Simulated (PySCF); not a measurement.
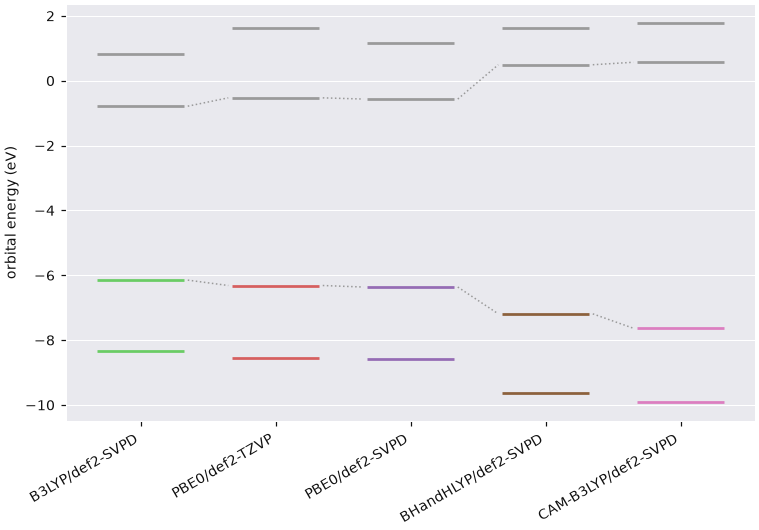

Frontier orbital energies of C₅H₆, SMILES C1=CCC=C1 at one geometry, PySCF, at a PBE0-D3(BJ)/def2-SVP geometry (no frequency check). Empty levels are grey, levels within 0.1 eV stand side by side; all columns show the same few orbitals around the gap. Dotted lines join the HOMOs and the LUMOs.

Compare the HOMO-LUMO separations.

Answer. The separation grows from 5.36 eV (B3LYP/def2-SVPD) to 8.20 eV (CAM-B3LYP/def2-SVPD).

| level | HOMO (eV) | LUMO (eV) | separation (eV) |
| --- | --- | --- | --- |
| B3LYP/def2-SVPD | −6.15 | −0.78 | 5.36 |
| PBE0/def2-TZVP | −6.32 | −0.53 | 5.79 |
| PBE0/def2-SVPD | −6.36 | −0.56 | 5.80 |
| BHandHLYP/def2-SVPD | −7.19 | 0.49 | 7.68 |
| CAM-B3LYP/def2-SVPD | −7.63 | 0.57 | 8.20 |

Limits of at least one run: empty levels above zero depend strongly on the basis.
